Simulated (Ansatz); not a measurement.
# Band-structure calculation, with input and output: Ga4AsP3

System: Ga4AsP3 (P-4m2, 8 atoms in the cell).
Method: DFT, PBE with spin-orbit coupling, plane waves, PAW (Ansatz 0.2.0).

The structure was built on a prototype by a generator; it need not be a known phase. The geometry comes from this level: r2SCAN. Figures and captions count atoms from 1; the log counts them from 0 in places.

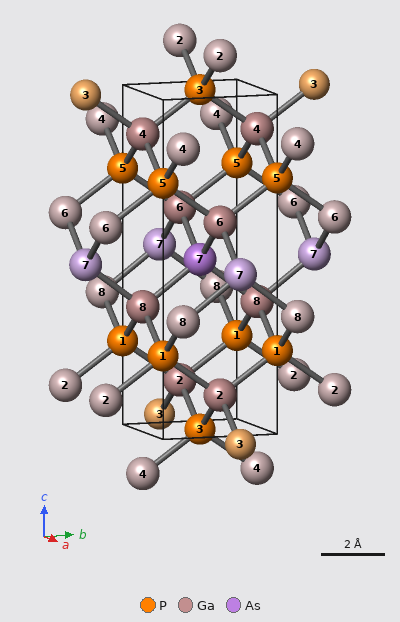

*The input geometry (ball-and-stick view of the cell of the calculation, seen slightly off an axis; neighbours outside the cell are drawn fainter; atoms are numbered from 1 in the order of the input). An atom can appear more than once, as a periodic image.*

## Input file
```yaml
crystal:
  lattice:
    - [3.8939028371, 0.0, 0.0]
    - [0.0, 3.8939028371, 0.0]
    - [0.0, 0.0, 10.9986681304]
  atoms:
    - { symbol: P, position: [0.0, 0.0, 0.2457075641] }
    - { symbol: Ga, position: [0.0, 0.5, 0.1227669783] }
    - { symbol: P, position: [0.5, 0.5, 0.0] }
    - { symbol: Ga, position: [0.5, 0.0, 0.8772330217] }
    - { symbol: P, position: [0.0, 0.0, 0.7542924359] }
    - { symbol: Ga, position: [0.0, 0.5, 0.631573043] }
    - { symbol: As, position: [0.5, 0.5, 0.5] }
    - { symbol: Ga, position: [0.5, 0.0, 0.368426957] }
kpoints:
  mp_grid: { grid: [6, 6, 2] }
  band_path:
    path:
      - [0.0, 0.0, 0.0]
      - [0.0, 0.5, 0.0]
      - [0.5, 0.5, 0.0]
      - [0.0, 0.0, 0.5]
      - [0.0, 0.5, 0.5]
      - [0.5, 0.5, 0.5]
    npoints: 1
hamiltonian:
  xc: pbe
scf:
  occupations: { method: fixed }
  n_extra_bands: 12
magnetization:
  noncollinear: true
  spin_orbit: true
output:
  forces: true
  stress: true
  eigenvalues: true
  write_density: true
  write_potential: true
  elf: true
  volumetric_format: npy
```

Run on 4 threads of Arm Neoverse V1, 24 GiB of memory available, shared host.

Run as:
```bash
ansatz run input.yaml --threads 4 --pin off --max-ram 6451MiB --backend cpu --events-out ev --progress --plain --runs-dir out
```

## What the program printed
```
scf.n_extra_bands = 12 over 82 filled bands (N_el = 82.0): the run solves 94 bands
Engine: ansatz 0.2.0, aarch64-unknown-linux-gnu
Pseudopotentials: kind: paw_fr
Pseudopotential: P, paw_fr, valence charge 5, recommended cutoff 420 eV (normal), P.paw.azcp#standard-fr
Pseudopotential: Ga, paw_fr, valence charge 13, recommended cutoff 420 eV (normal), Ga.paw.azcp#standard-fr
Pseudopotential: As, paw_fr, valence charge 15, recommended cutoff 420 eV (normal), As.paw.azcp#standard-fr
Functional definition: PBE
  parameter kappa = 0.804
  parameter beta = 0.06672455060314922
  exchange = pbe_x(kappa = kappa, mu = beta*pi^2/3)
  correlation = pbe_c(beta = beta)
non-collinear run that drives no moment, with spin-orbit: no starting moment large enough to seed its density (crystal.atoms[].spin), no starting occupations that ask for one, no magnetisation constraint and no magnetic field, so the semilocal B_xc is pinned to zero
Crystal: 8 atoms, lattice volume = 166.767 Å³
Basis set: ecut = 420 eV, 3325 PW (Γ), exchange–correlation on 54×54×150 points (8 copies of the dense FFT grid, shifted against one another)
Bands: 94, of which v1, the nominal top of the filled ones, is band 82 counted from 1 (81 counted from 0)
Symmetry: 8 space group operations + 8 with time reversal
Magnetic group: BNS 115.284 (UNI 944), of the structure as read, at distance tolerance 5.5e-5 Å
k-points: 20 of 72
Projection manifold: j_resolved (fully-relativistic pseudo-atomic orbitals)
Non-local potential: P, projectors of the file, l = 0: 2, l = 1: 4, l = 2: 4
Non-local potential: Ga, projectors of the file, l = 0: 2, l = 1: 4, l = 2: 6, l = 3: 2
Non-local potential: As, projectors of the file, l = 0: 2, l = 1: 4, l = 2: 6, l = 3: 2
PAW form: soft (Blöchl's): semilocal exchange-correlation on the pseudo side does not see the compensation charge
PAW one-centre angular grid: P, 110 points (default); XC on 64 Gauss nodes
PAW one-centre angular grid: Ga, 590 points (default); XC on 64 Gauss nodes
PAW one-centre angular grid: As, 590 points (default); XC on 64 Gauss nodes
Initial density: superposition of atomic densities (chi_scale 0.1, normalization cell, long waves kept (reshape's long-wave potential 0.24 eV rms))
Initial wavefunctions: pseudopotential atomic-orbital guess
Functional: x = pbe(κ = 0.804, μ = 0.2195149727645171), c = pbe(β = 0.06672455060314922)
SCF iter   1: F=—  HF=-22259.532624 eV  |F-HF|=—  |Δ(HF+E_count)|=         —  Δρ=4.20e-2  dr2=3.11e0  dr2_m=0.00e0 (ungated)  ethr=3.10e-3  |M|=0.00e0 ∫|m|=0.00e0 μB  |m|>n=0.0e0 m-floor=0.0e0 τ_xc=0.0e0  β_m=0.30  ⟨swp⟩=5.2  Hψ=7940  notcnv=0  defer=113
preconditioner: auto → Resta (q_TF=auto, 2.424 Å⁻¹)  ε∞=4.3  [insulator: Δε(μ)=1.197 eV  Ē_g=13.468 eV  n_scr=48 (ndim 8)  ℏωp=24.4 eV  f_vac=0.000  ε∞_Penn≈4.3]
spin=Noncollinear: Resta preconditioning applied to the charge; magnetization (m_x, m_y, m_z) channels mix plain (no charge-response kernel on spin).
SCF iter   2: F=—  HF=-22259.143301 eV  |F-HF|=—  |Δ(HF+E_count)|=   3.89e-1  Δρ=3.07e-2  dr2=1.46e0  dr2_m=0.00e0 (ungated)  ethr=3.10e-3  |M|=0.00e0 ∫|m|=0.00e0 μB  |m|>n=0.0e0 m-floor=0.0e0 τ_xc=0.0e0  β_m=0.64  ⟨swp⟩=1.8  Hψ=2260  notcnv=0  defer=129
SCF iter   3: F=—  HF=-22258.869456 eV  |F-HF|=—  |Δ(HF+E_count)|=   2.74e-1  Δρ=5.34e-3  dr2=5.53e-2  dr2_m=0.00e0 (ungated)  ethr=1.78e-3  |M|=0.00e0 ∫|m|=0.00e0 μB  |m|>n=0.0e0 m-floor=0.0e0 τ_xc=0.0e0  β_m=0.75  ⟨swp⟩=2.9  Hψ=2503  notcnv=0  defer=143
SCF iter   4: F=—  HF=-22258.876172 eV  |F-HF|=—  |Δ(HF+E_count)|=   6.72e-3  Δρ=1.51e-3  dr2=5.64e-3  dr2_m=0.00e0 (ungated)  ethr=6.75e-5  |M|=0.00e0 ∫|m|=0.00e0 μB  |m|>n=0.0e0 m-floor=0.0e0 τ_xc=0.0e0  β_m=0.70  ⟨swp⟩=2.7  Hψ=3929  notcnv=0  defer=158
SCF iter   5: F=—  HF=-22258.877340 eV  |F-HF|=—  |Δ(HF+E_count)|=   1.17e-3  Δρ=9.57e-4  dr2=1.32e-3  dr2_m=0.00e0 (ungated)  ethr=6.87e-6  |M|=0.00e0 ∫|m|=0.00e0 μB  |m|>n=0.0e0 m-floor=0.0e0 τ_xc=0.0e0  β_m=0.81  ⟨swp⟩=2.8  Hψ=3536  notcnv=0  defer=160
SCF iter   6: F=—  HF=-22258.879068 eV  |F-HF|=—  |Δ(HF+E_count)|=   1.73e-3  Δρ=3.43e-4  dr2=1.93e-4  dr2_m=0.00e0 (ungated)  ethr=1.61e-6  |M|=0.00e0 ∫|m|=0.00e0 μB  |m|>n=0.0e0 m-floor=0.0e0 τ_xc=0.0e0  β_m=0.70  ⟨swp⟩=2.0  Hψ=3300  notcnv=0  defer=160
SCF iter   7: F=—  HF=-22258.879102 eV  |F-HF|=—  |Δ(HF+E_count)|=   3.39e-5  Δρ=9.29e-5  dr2=1.44e-5  dr2_m=0.00e0 (ungated)  ethr=2.35e-7  |M|=0.00e0 ∫|m|=0.00e0 μB  |m|>n=0.0e0 m-floor=0.0e0 τ_xc=0.0e0  β_m=0.70  ⟨swp⟩=2.0  Hψ=3489  notcnv=0  defer=160
SCF iter   8: F=—  HF=-22258.879079 eV  |F-HF|=—  |Δ(HF+E_count)|=   2.33e-5  Δρ=2.87e-5  dr2=9.03e-7  dr2_m=0.00e0 (ungated)  ethr=1.76e-8  |M|=0.00e0 ∫|m|=0.00e0 μB  |m|>n=0.0e0 m-floor=0.0e0 τ_xc=0.0e0  β_m=0.84  ⟨swp⟩=2.8  Hψ=3585  notcnv=0  defer=155
SCF iter   9: F=—  HF=-22258.879083 eV  |F-HF|=—  |Δ(HF+E_count)|=   4.19e-6  Δρ=1.29e-5  dr2=1.52e-7  dr2_m=0.00e0 (ungated)  ethr=1.10e-9  |M|=0.00e0 ∫|m|=0.00e0 μB  |m|>n=0.0e0 m-floor=0.0e0 τ_xc=0.0e0  β_m=0.74  ⟨swp⟩=3.0  Hψ=3396  notcnv=0  defer=157
SCF iter  10: F=-22258.879083 eV  HF=-22258.879083 eV  |F-HF|=2.45e-8  |Δ(HF+E_count)|=   1.56e-7  Δρ=3.45e-6  dr2=2.32e-8  dr2_m=0.00e0 (ungated)  ethr=1.22e-10  |M|=0.00e0 ∫|m|=0.00e0 μB  |m|>n=0.0e0 m-floor=0.0e0 τ_xc=0.0e0  ⟨swp⟩=18.1  Hψ=15559  notcnv=0
SCF 1 converged in 10 iterations: F = -22258.879083 eV  dr2 = 2.32e-8
  greatest PAW one-centre occupation: 0.999 electrons in one spin orbital (limit 2), on the As atom at site 6 (counted from 0), in its partial waves of l = 2
```

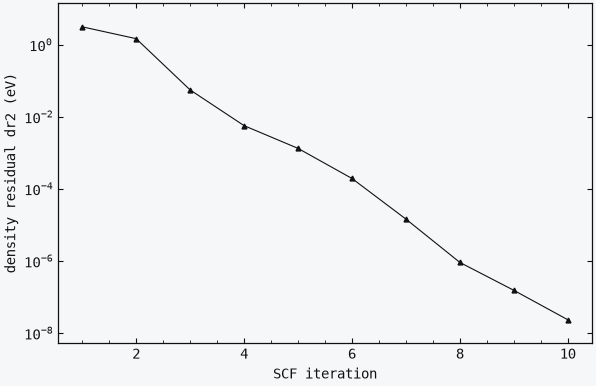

*Convergence of the self-consistent field: density residual dr2 against the SCF iteration.*

The residual falls at every step.

```
NSCF: frozen V_eff on 6 k-points
SCF converged after 10 iterations
Magnetization: |M| = 0.0000 μB,  M = (+0.0000, +0.0000, +0.0000) μB
Absolute magnetization: 0.0000 μB (∫|m|)
  site 0: m = (+0.0000, +0.0000, +0.0000) μB, |m| = 0.0000 μB  (R = 0.98 Å)
  site 1: m = (+0.0000, +0.0000, +0.0000) μB, |m| = 0.0000 μB  (R = 0.98 Å)
  site 2: m = (+0.0000, +0.0000, +0.0000) μB, |m| = 0.0000 μB  (R = 0.98 Å)
  site 3: m = (+0.0000, +0.0000, +0.0000) μB, |m| = 0.0000 μB  (R = 0.98 Å)
  site 4: m = (+0.0000, +0.0000, +0.0000) μB, |m| = 0.0000 μB  (R = 0.98 Å)
  site 5: m = (+0.0000, +0.0000, +0.0000) μB, |m| = 0.0000 μB  (R = 0.98 Å)
  site 6: m = (+0.0000, +0.0000, +0.0000) μB, |m| = 0.0000 μB  (R = 1.00 Å)
  site 7: m = (+0.0000, +0.0000, +0.0000) μB, |m| = 0.0000 μB  (R = 0.98 Å)
Free energy (F): -22258.879083 eV
Harris-Foulkes:  -22258.879083 eV  (|F-HF|=2.45e-8)
Internal energy: -22258.879083 eV  (E = F + TS)
E sigma→0 (E₀):  -22258.879083 eV
Fermi energy:    7.457191 eV
--- Per-component energies (eV) ---
  E_band       = -491.164523
  E_kinetic    = 778.262227
  E_local      = -11118.729723  (includes V_loc(G=0)·N_el)
  E_nonlocal   = 1131.487022
  E_hartree    = 5324.932186
  E_xc         = -540.720848
  E_vxc        = -494.466279  (∫ρ·V_xc dr)
  E_paw        = -11500.935715  (= ΣΔE_a)
  E_vpaw       = -1437.585016  (= ΣTr[D̂ρ^β])
  E_aug_tail   = -0.000378  (compensation charges beyond the density's cutoff)
  E_ewald      = -6333.173855
  E_smearing   = -0.000000  (= −TS)
  E_closure    = 0.000000  (closes the sum)
  Σ components = -22258.879083   (vs F -22258.879083, Δ=0.00e0)
--- Forces (eV/Å), atoms counted from 1 ---
  atom   1  P      0.00000000     0.00000000    -0.00591684
  atom   2  Ga     0.00000000     0.00000000    -0.00192437
  atom   3  P      0.00000000     0.00000000     0.00000000
  atom   4  Ga    -0.00000000     0.00000000     0.00192437
  atom   5  P      0.00000000     0.00000000     0.00591684
  atom   6  Ga     0.00000000     0.00000000     0.05682340
  atom   7  As    -0.00000000     0.00000000     0.00000000
  atom   8  Ga    -0.00000000     0.00000000    -0.05682340
  max |Σ_I F_I| component: 4.04e-28 eV/Å
--- Stress (GPa, compression-positive) ---
        2.546107       0.000000      -0.000000
        0.000000       2.546107       0.000000
       -0.000000       0.000000       2.521978
  P = ⅓ Tr σ = 2.5381 GPa (25.381 kbar)
--- Band table (eV; the first three rows and the last of 20) ---
  k-point 0: bands = ["-27.9122", "-27.9122", "-27.9054", "-27.9054", "-27.1868", "-27.1868", "-27.1841", "-27.1841", "-27.1755", "-27.1755", "-7.5150", "-7.5150", "-7.4938", "-7.4938", "-7.4833", "-7.4833", "-7.4773", "-7.4773", "-7.4634", "-7.4634", "-7.4605", "-7.4605", "-7.4419", "-7.4419", "-7.4303", "-7.4303", "-7.0708", "-7.0708", "-7.0653", "-7.0653", "-7.0462", "-7.0462", "-7.0373", "-7.0373", "-7.0003", "-7.0003", "-7.0000", "-7.0000", "-6.9915", "-6.9915", "-6.9841", "-6.9841", "-6.9697", "-6.9697", "-6.9688", "-6.9688", "-6.9670", "-6.9670", "-6.9554", "-6.9554", "-5.1748", "-5.1748", "-4.2229", "-4.2229", "-4.0954", "-4.0954", "-2.3135", "-2.3135", "0.6156", "0.6156", "3.5543", "3.5543", "3.6418", "3.6418", "4.6424", "4.6424", "4.6517", "4.6517", "5.5462", "5.5462", "5.5549", "5.5549", "5.7964", "5.7964", "5.8448", "5.8448", "7.2801", "7.2801", "7.4284", "7.4284", "7.4572", "7.4572", "8.8232", "8.8232", "8.9705", "8.9705", "9.0561", "9.0561", "9.4059", "9.4059", "9.6490", "9.6490", "10.8866", "10.8866"]
  k-point 1: bands = ["-27.9122", "-27.9122", "-27.9054", "-27.9054", "-27.1867", "-27.1867", "-27.1841", "-27.1841", "-27.1755", "-27.1755", "-7.5134", "-7.5134", "-7.4991", "-7.4991", "-7.4777", "-7.4777", "-7.4770", "-7.4770", "-7.4642", "-7.4642", "-7.4624", "-7.4624", "-7.4413", "-7.4413", "-7.4305", "-7.4305", "-7.0709", "-7.0709", "-7.0652", "-7.0652", "-7.0462", "-7.0462", "-7.0366", "-7.0366", "-7.0004", "-7.0004", "-6.9998", "-6.9998", "-6.9944", "-6.9944", "-6.9828", "-6.9828", "-6.9695", "-6.9695", "-6.9686", "-6.9686", "-6.9651", "-6.9651", "-6.9573", "-6.9573", "-4.9548", "-4.9548", "-4.8640", "-4.8640", "-3.1673", "-3.1673", "-2.9724", "-2.9724", "1.6489", "1.6489", "1.6716", "1.6716", "4.7937", "4.7937", "4.8140", "4.8140", "5.0347", "5.0347", "5.0538", "5.0538", "5.6598", "5.6598", "5.7740", "5.7740", "6.5786", "6.5786", "6.5995", "6.5995", "6.8368", "6.8368", "6.9414", "6.9414", "8.8920", "8.8920", "8.9627", "8.9627", "9.7805", "9.7805", "9.8470", "9.8470", "10.0409", "10.0409", "10.4013", "10.4013"]
  k-point 2: bands = ["-27.9122", "-27.9122", "-27.9053", "-27.9053", "-27.1868", "-27.1867", "-27.1840", "-27.1840", "-27.1754", "-27.1754", "-7.5279", "-7.5016", "-7.4994", "-7.4943", "-7.4859", "-7.4813", "-7.4804", "-7.4711", "-7.4671", "-7.4616", "-7.4606", "-7.4532", "-7.4461", "-7.4428", "-7.4346", "-7.4258", "-7.0952", "-7.0764", "-7.0662", "-7.0604", "-7.0499", "-7.0409", "-7.0326", "-7.0257", "-7.0053", "-7.0047", "-7.0029", "-6.9991", "-6.9919", "-6.9897", "-6.9884", "-6.9828", "-6.9750", "-6.9742", "-6.9706", "-6.9700", "-6.9644", "-6.9620", "-6.9587", "-6.9523", "-4.9426", "-4.9417", "-4.0348", "-4.0319", "-3.9051", "-3.9019", "-2.2973", "-2.2958", "0.6981", "0.7118", "2.8194", "2.8293", "2.8760", "2.8883", "3.8633", "3.8724", "4.8365", "4.8380", "5.4687", "5.4804", "5.4895", "5.5074", "5.6699", "5.6715", "5.7375", "5.7749", "5.9464", "5.9562", "6.6918", "6.6984", "7.2966", "7.3006", "9.2172", "9.2192", "9.8257", "9.8285", "9.9792", "9.9892", "10.2107", "10.2121", "10.6716", "10.6748", "11.2898", "11.3527"]
  k-point 19: bands = ["-27.9120", "-27.9120", "-27.9046", "-27.9046", "-27.1865", "-27.1865", "-27.1836", "-27.1836", "-27.1748", "-27.1748", "-7.5349", "-7.5349", "-7.5214", "-7.5214", "-7.4928", "-7.4928", "-7.4917", "-7.4917", "-7.4507", "-7.4507", "-7.4378", "-7.4378", "-7.4326", "-7.4326", "-7.4261", "-7.4261", "-7.1009", "-7.1009", "-7.0878", "-7.0878", "-7.0362", "-7.0362", "-7.0315", "-7.0315", "-6.9959", "-6.9959", "-6.9868", "-6.9868", "-6.9835", "-6.9835", "-6.9804", "-6.9804", "-6.9706", "-6.9706", "-6.9673", "-6.9673", "-6.9540", "-6.9540", "-6.9516", "-6.9516", "-2.5476", "-2.5476", "-2.2099", "-2.2099", "-2.2049", "-2.2049", "-2.1950", "-2.1950", "0.6282", "0.6282", "0.6322", "0.6322", "0.7485", "0.7485", "0.7739", "0.7739", "4.1627", "4.1627", "4.1770", "4.1770", "4.2092", "4.2092", "4.2316", "4.2316", "4.2490", "4.2490", "4.3024", "4.3024", "4.3109", "4.3109", "4.4292", "4.4292", "9.9067", "9.9067", "10.0763", "10.0763", "10.1238", "10.1238", "10.2492", "10.2492", "10.2675", "10.2675", "10.2819", "10.2819"]
```

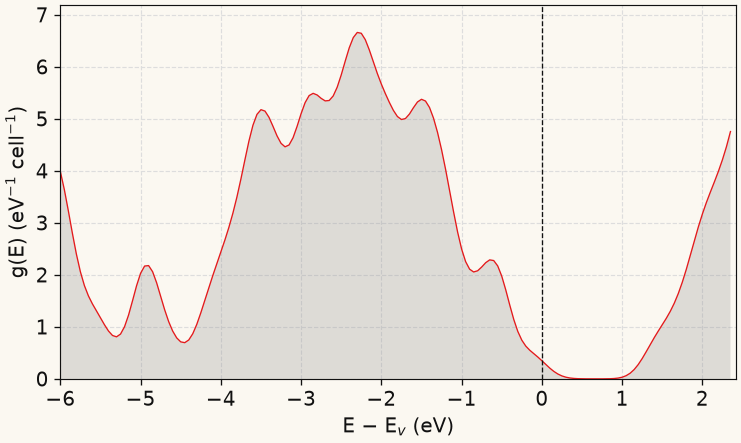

*Density of states (the curve is built from the levels of the k mesh with Gaussians 0.4 eV wide, which also blur the band edges), with energies from the valence-band top.*

There is a gap of 1.37 eV on the k-point mesh. The curves stop near 2.4 eV above the Fermi level, where the computed bands end. Small ripples come from the finite k-point mesh.

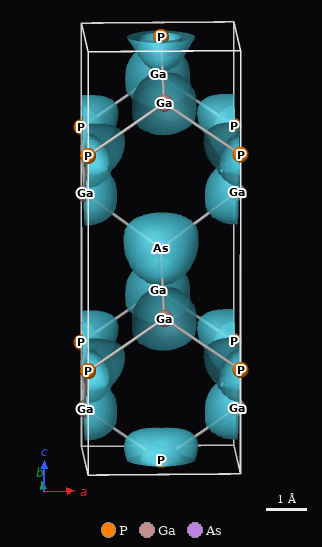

*Isosurface of the valence electron density at 0.6 e/Å³ (cyan), seen at an oblique angle. Sticks mark near contacts. The outline is the cell set on symmetry axes.*

At this value the density breaks into separate islands; it holds about 65 % of the electrons treated as valence (semicore included). It is pinched off along the Ga–P (2.37 Å) and Ga–As (2.43 Å) contacts. On the grid the lowest density along these lines, outside the cores, is 0.52 e/Å³ (Ga–P, 2.37 Å) and 0.5 e/Å³ (Ga–As, 2.43 Å). In a PAW calculation such maps are meaningful between the atoms, not at the nuclei.

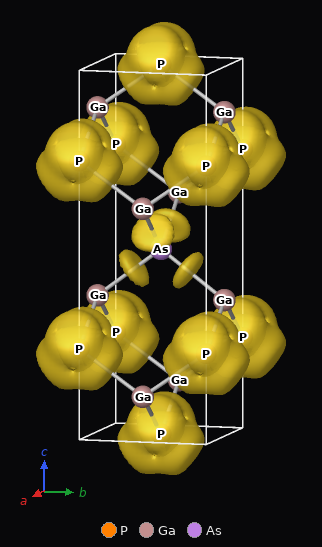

*Isosurface of the electron localisation function at 0.7 (yellow), seen slightly off an axis. Only the valence region is drawn (cores and ρ < 0.01 e/Å³ removed). Sticks mark near contacts. The outline is the cell set on symmetry axes.*

Values along the shortest contacts: Ga–P (2.37 Å): the ELF is about 0.75 at the midpoint. Ga–As (2.43 Å): the ELF peaks at about 0.80 between the atoms, as expected for localised, shared-pair bonding.

## Results in brief

| quantity | value |
| --- | --- |
| outcome | converged |
| space group (tolerance 0.01 Å) | P-4m2 (115) |
| electrons treated | 82 |
| free energy | −22258.8791 eV |
| Fermi energy | 7.457 eV |
| gap on the k-point mesh | 1.37 eV |
| net moment of the cell | 0.00 μB |
| integrated absolute moment | 0.00 μB |
| pressure | 2.54 GPa |
| largest force (length of the vector) | 0.057 eV/Å |
| wall time | 58 s (CPU time 3.8 min) |
| peak memory | 1.8 GiB |
